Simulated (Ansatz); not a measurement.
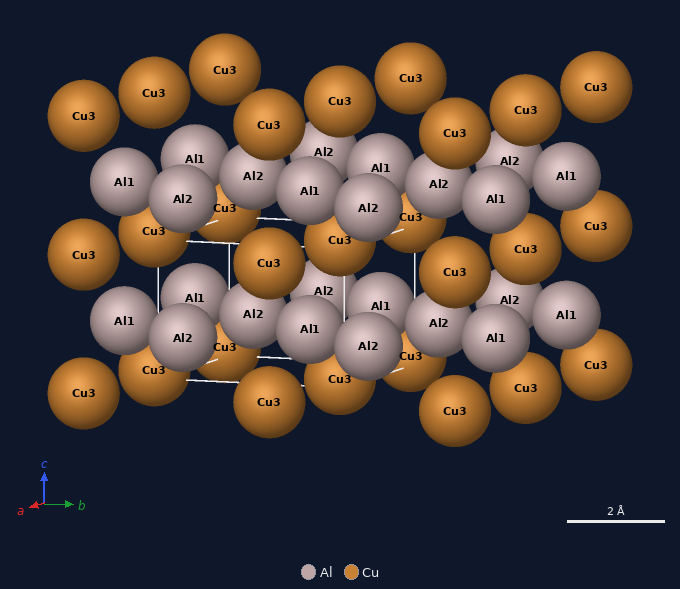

**Figure 1.** The input geometry of run 1 (spheres-only view of the cell of the calculation, repeated 2 × 2 × 2, seen slightly off an axis; atoms are numbered from 1 in the order of the input). An atom can appear more than once, as a periodic image.

# Mending a geometry relaxation on Al₂Cu

System: Al₂Cu (P1, 3 atoms in the cell).
Method of run 1: DFT PBEsol, scalar-relativistic, plane waves, PAW, no spin polarisation (Ansatz 0.2.0).

The structure derives from a Materials Project entry. The run did not end well. Text and figures count atoms from 1; the logs count them from 0 in places.

## The input, run 1
```yaml
crystal:
  lattice:
    - [4.105182, 0.0, 0.0]
    - [0.0, 4.105182, 0.0]
    - [0.0, 0.0, 2.891313]
  atoms:
    - { symbol: Al, position: [0.5166496157, 0.0136165787, 0.5050751731] }
    - { symbol: Al, position: [0.0062199064, 0.5144214409, 0.4969152411] }
    - { symbol: Cu, position: [-0.0109561314, -0.0260262672, 0.0572405625] }
basis:
  ecutwfc: 420
kpoints:
  mp_grid: { grid: [6, 6, 8] }
hamiltonian:
  xc: pbesol
scf:
  occupations: { method: gaussian, width: 0.1 }
output:
  forces: true
  stress: true
  eigenvalues: true
relax:
  adjacent_minimum: "off"
  f_tol: 0.005
  max_steps: 2
  cell: { stress_tol: 0.05 }
```

Launched with:
```bash
ansatz run input.yaml --threads 1 --pin off --max-ram 2560MiB --backend cpu --events-out ev --progress --plain --runs-dir out
```

Hardware: 1 thread of Intel Xeon @ 2.50GHz (Skylake/Cascade Lake), 192 GiB of memory available, shared host.

## Output, shortened to warnings, some set-up lines, iterations and results (run 1)
```
Error: variable-cell relaxation did not converge after 2 steps: max|allowed force component| = 7.06e-1 eV/Å (threshold 5.0e-3), largest principal stress residual = 3.24e0 GPa on the free part of the cell (threshold 5.0e-2). Raise `relax.max_steps` over both its present limit and 2, loosen the thresholds, or start from a cell closer to the target (`relax.cell.p_target` or …
Basis set: ecut = 420 eV, 945 PW (Γ), exchange–correlation on 60×60×40 points (8 copies of the dense FFT grid, shifted against one another)
Symmetry: 1 space group operations
k-points: 148 of 288 (time reversal used)
Initial density: superposition of atomic densities (neutral atoms: chi_scale 0, normalization atom), corrected by the library's trained network
[...]
SCF iter   1: F=—  HF=-7637.727904 eV  |F-HF|=—  |Δ(HF+E_count)|=         —  Δρ=1.20e-2  dr2=4.20e-2  ethr=1.77e-3  ⟨swp⟩=5.2  Hψ=12896  notcnv=0
SCF iter   2: F=—  HF=-7637.720877 eV  |F-HF|=—  |Δ(HF+E_count)|=   7.03e-3  Δρ=1.25e-3  dr2=8.97e-4  ethr=1.68e-4  ⟨swp⟩=2.1  Hψ=5246  notcnv=0  defer=18
SCF iter   3: F=—  HF=-7637.720411 eV  |F-HF|=—  |Δ(HF+E_count)|=   4.66e-4  Δρ=1.37e-3  dr2=9.44e-4  ethr=3.59e-6  ⟨swp⟩=2.3  Hψ=3977  notcnv=0  defer=18
SCF iter   4: F=—  HF=-7637.720239 eV  |F-HF|=—  |Δ(HF+E_count)|=   1.72e-4  Δρ=5.95e-4  dr2=1.97e-4  ethr=3.59e-6  ⟨swp⟩=1.0  Hψ=2479  notcnv=0  defer=18
SCF iter   5: F=—  HF=-7637.720208 eV  |F-HF|=—  |Δ(HF+E_count)|=   3.13e-5  Δρ=1.50e-4  dr2=1.53e-5  ethr=7.87e-7  ⟨swp⟩=1.3  Hψ=2599  notcnv=0  defer=18
[...]
SCF 1 converged in 7 iterations: F = -7637.720170 eV  dr2 = 2.31e-8
[...]
SCF iter   8: F=—  HF=-7637.867199 eV  |F-HF|=—  |Δ(HF+E_count)|=   4.95e-9  Δρ=2.91e-6  dr2=4.35e-9  ethr=1.40e-10  ⟨swp⟩=2.1  Hψ=4376  notcnv=0
SCF iter   9: F=—  HF=-7637.867199 eV  |F-HF|=—  |Δ(HF+E_count)|=  2.36e-11  Δρ=5.12e-7  dr2=1.24e-10  ethr=1.74e-11  ⟨swp⟩=2.2  Hψ=4244  notcnv=0
SCF iter  10: F=-7637.867199 eV  HF=-7637.867199 eV  |F-HF|=0.00e0  |Δ(HF+E_count)|=  2.91e-11  Δρ=1.20e-7  dr2=6.79e-12  ethr=1.00e-12  ⟨swp⟩=5.6  Hψ=10636  notcnv=0
SCF 2 converged in 10 iterations: F = -7637.867199 eV  dr2 = 6.79e-12
relax step   2: F+E_penalty+E_count = -7637.86719876 eV  Δ(F+E_penalty+E_count) = -1.470e-1 eV  max|allowed force component| = 7.059e-1 eV/Å  Δτ_max = 0.0533 Å  P = +1.223 …
Step failed. What follows is not a result of the run: it is the report of the last solve that finished, which converged after 10 SCF iterations.
Free energy (F): -7637.867199 eV
Harris-Foulkes:  -7637.867199 eV  (|F-HF|=0.00e0)
Internal energy: -7637.862016 eV  (E = F + TS)
E sigma→0 (E₀):  -7637.864608 eV
Entropy (-TS):   -0.005182 eV (-1.727 meV/atom)
Fermi energy:    9.721088 eV
--- Per-component energies (eV) ---
  E_band       = -492.860280
  E_kinetic    = 346.770548
  E_local      = -6162.463619  (includes V_loc(G=0)·N_el)
  E_nonlocal   = 407.293967
  E_hartree    = 2769.849135
  E_xc         = -168.809297
  E_vxc        = -175.046026  (∫ρ·V_xc dr)
  E_paw        = -2531.667034  (= ΣΔE_a)
  E_vpaw       = -449.113662  (= ΣTr[D̂ρ^β])
  E_aug_tail   = 0.000182  (compensation charges beyond the density's cutoff)
  E_ewald      = -2299.080378
  E_core_change = 0.244480  (= ΣΔE_core)
  E_smearing   = -0.005182  (= −TS)
  E_closure    = -0.000000  (closes the sum)
  Σ components = -7637.867199   (vs F -7637.867199, Δ=0.00e0)
--- Forces (eV/Å), atoms counted from 1 ---
  atom   1  Al    -0.40551365    -0.07792416     0.30484406
  atom   2  Al    -0.01652891    -0.62798601     0.40100777
  atom   3  Cu     0.42204171     0.70590838    -0.70584897
  max |Σ_I F_I| component: 2.85e-6 eV/Å
--- Stress (GPa, compression-positive) ---
        1.418855      -0.482155      -0.788639
       -0.482155       2.628905      -1.396582
       -0.788639      -1.396582      -0.566733
  P = ⅓ Tr σ = 1.1603 GPa (11.603 kbar)
End of that report.
Error: variable-cell relaxation did not converge after 2 steps: max|allowed force component| = 7.06e-1 eV/Å (threshold 5.0e-3), largest principal stress residual = 3.24e0 GPa on the free part of the cell (threshold 5.0e-2). Raise `relax.max_steps` over both its present limit and 2, loosen the …
```

What went wrong, and how is the input to be mended?

The run did not converge: “variable-cell relaxation did not converge after 2 steps: max|allowed force component| = 7.06e-1 eV/Å (threshold 5.0e-3), largest principal stress residual = 3.24e0 GPa on the free part of the cell (threshold 5.0e-2). Raise `relax.max_steps` over both its present limit and 2, loosen the thresholds, or start from a cell closer to the target (`relax.cell.p_target` or `relax.cell.sigma_target`) …” Its last values are not results.

A run of the same system that converges differs from this input as follows (lines with − go, lines with + come):
```diff
-  max_steps: 2
+  max_steps: 100
```

## Output, shortened to warnings, some set-up lines, iterations and results (run 2)
```
Basis set: ecut = 420 eV, 945 PW (Γ), exchange–correlation on 60×60×40 points (8 copies of the dense FFT grid, shifted against one another)
Symmetry: 1 space group operations
k-points: 148 of 288 (time reversal used)
Initial density: superposition of atomic densities (neutral atoms: chi_scale 0, normalization atom), corrected by the library's trained network
[...]
SCF iter   1: F=—  HF=-7637.727904 eV  |F-HF|=—  |Δ(HF+E_count)|=         —  Δρ=1.20e-2  dr2=4.20e-2  ethr=1.77e-3  ⟨swp⟩=5.2  Hψ=12896  notcnv=0
SCF iter   2: F=—  HF=-7637.720877 eV  |F-HF|=—  |Δ(HF+E_count)|=   7.03e-3  Δρ=1.25e-3  dr2=8.97e-4  ethr=1.68e-4  ⟨swp⟩=2.1  Hψ=5246  notcnv=0  defer=18
SCF iter   3: F=—  HF=-7637.720411 eV  |F-HF|=—  |Δ(HF+E_count)|=   4.66e-4  Δρ=1.37e-3  dr2=9.44e-4  ethr=3.59e-6  ⟨swp⟩=2.3  Hψ=3977  notcnv=0  defer=18
SCF iter   4: F=—  HF=-7637.720239 eV  |F-HF|=—  |Δ(HF+E_count)|=   1.72e-4  Δρ=5.95e-4  dr2=1.97e-4  ethr=3.59e-6  ⟨swp⟩=1.0  Hψ=2479  notcnv=0  defer=18
SCF iter   5: F=—  HF=-7637.720208 eV  |F-HF|=—  |Δ(HF+E_count)|=   3.13e-5  Δρ=1.50e-4  dr2=1.53e-5  ethr=7.87e-7  ⟨swp⟩=1.3  Hψ=2599  notcnv=0  defer=18
[... 49 lines ...]
SCF iter   4: F=—  HF=-7637.957426 eV  |F-HF|=—  |Δ(HF+E_count)|=   4.86e-9  Δρ=7.86e-7  dr2=1.66e-10  ethr=2.67e-11  ⟨swp⟩=2.5  Hψ=4307  notcnv=0
SCF iter   5: F=—  HF=-7637.957426 eV  |F-HF|=—  |Δ(HF+E_count)|=  2.02e-10  Δρ=3.75e-7  dr2=2.47e-11  ethr=1.00e-12  ⟨swp⟩=2.7  Hψ=4472  notcnv=0
SCF iter   6: F=-7637.957426 eV  HF=-7637.957426 eV  |F-HF|=0.00e0  |Δ(HF+E_count)|=  1.82e-12  Δρ=4.47e-8  dr2=1.16e-12  ethr=1.00e-12  ⟨swp⟩=5.0  Hψ=9539  notcnv=0
SCF 7 converged in 6 iterations: F = -7637.957426 eV  dr2 = 1.16e-12
relax step   7: F+E_penalty+E_count = -7637.95742608 eV  Δ(F+E_penalty+E_count) = +3.426e-4 eV  max|allowed force component| = 1.979e-5 eV/Å  Δτ_max = 0.0000 Å  P = -0.010 …
basis re-selected at this cell: Δ(F+E_penalty+E_count) = +3.426e-4 eV, ΔP = -0.006 GPa vs the last step (what re-selecting the basis moved, of the pressure what is left beyond the Pulay correction that the steps carried, after the strain that the cell walked since its last selection, with what the …
SCF converged after 6 iterations
Free energy (F): -7637.957426 eV
Harris-Foulkes:  -7637.957426 eV  (|F-HF|=0.00e0)
Internal energy: -7637.952973 eV  (E = F + TS)
E sigma→0 (E₀):  -7637.955200 eV
Entropy (-TS):   -0.004453 eV (-1.484 meV/atom)
Fermi energy:    9.693939 eV
--- Per-component energies (eV) ---
  E_band       = -493.549326
  E_kinetic    = 346.420490
  E_local      = -6187.310180  (includes V_loc(G=0)·N_el)
  E_nonlocal   = 407.227984
  E_hartree    = 2782.079689
  E_xc         = -168.682924
  E_vxc        = -174.889257  (∫ρ·V_xc dr)
  E_paw        = -2531.678530  (= ΣΔE_a)
  E_vpaw       = -449.158000  (= ΣTr[D̂ρ^β])
  E_aug_tail   = 0.000236  (compensation charges beyond the density's cutoff)
  E_ewald      = -2286.254218
  E_core_change = 0.244480  (= ΣΔE_core)
  E_smearing   = -0.004453  (= −TS)
  E_closure    = -0.000000  (closes the sum)
  Σ components = -7637.957426   (vs F -7637.957426, Δ=0.00e0)
--- Forces (eV/Å), atoms counted from 1 ---
  atom   1  Al    -0.00000709     0.00001977     0.00000462
  atom   2  Al     0.00001411    -0.00001521     0.00000758
  atom   3  Cu    -0.00000721    -0.00000460    -0.00001272
  max |Σ_I F_I| component: 5.12e-7 eV/Å
--- Stress (GPa, compression-positive) ---
       -0.002014      -0.001688      -0.000504
       -0.001688      -0.001702      -0.000857
       -0.000504      -0.000857      -0.026688
  P = ⅓ Tr σ = -0.0101 GPa (-0.101 kbar)
--- Relaxed structure (6 steps of the walk, 6 accepted, 1 SCFs on fresh bases) ---
  F+E_penalty+E_count = -7637.95742608 eV   max|allowed force component| = 1.979e-5 eV/Å   (the final SCF, on the basis selected at the relaxed cell)
  cell:  # Å, volume = 47.5304 Å³
    - [4.123811277794337, 0.00017983498337392946, 1.3606816582144508e-5]
    - [0.00017983498337392946, 4.123803737968392, 2.313190961287127e-5]
    - [9.583391350875547e-6, 1.6291991677474876e-5, 2.79495320133514]
  atoms:
    - { symbol: Al, position: [0.5039716890840048, 0.0006686221138481672, 0.5197435624960199] }
[...]
```

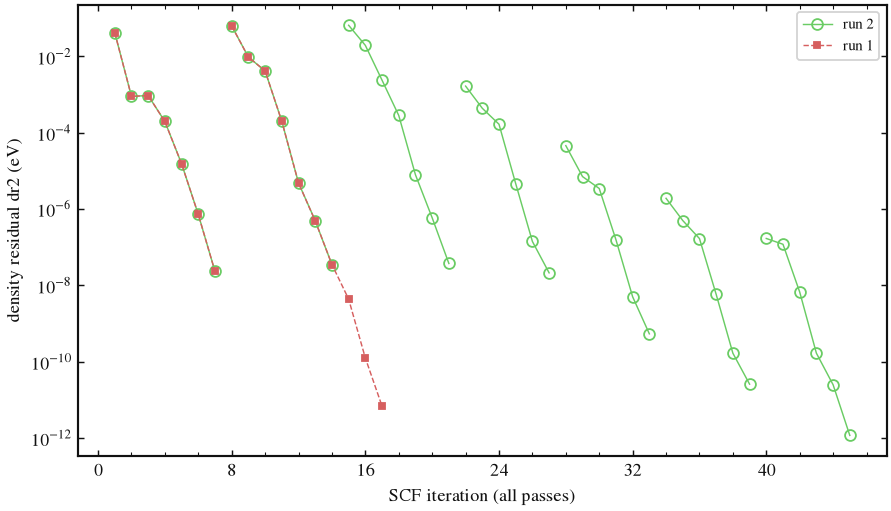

**Figure 2.** Convergence of the two runs: density residual dr2 against the SCF iteration. A break in a curve parts two SCF passes. Run 2 takes 45 iterations in all, and run 1 stops after 17.

## The two runs side by side

| quantity | run 1 | run 2 |
| --- | --- | --- |
| outcome | not converged | converged |
| free energy per atom (eV) | – | −2545.9858 |
| gap on the mesh (eV) | – | 0.00 |
| pressure (GPa) | – | −0.01 |
| volume per atom (Å³) | – | 15.84 |
| largest force (eV/Å) | – | 0.000 |
| SCF iterations | – | 45 |
| irreducible k-points | – | 148 |
| wall time (shared host) | 38 s | 98 s |
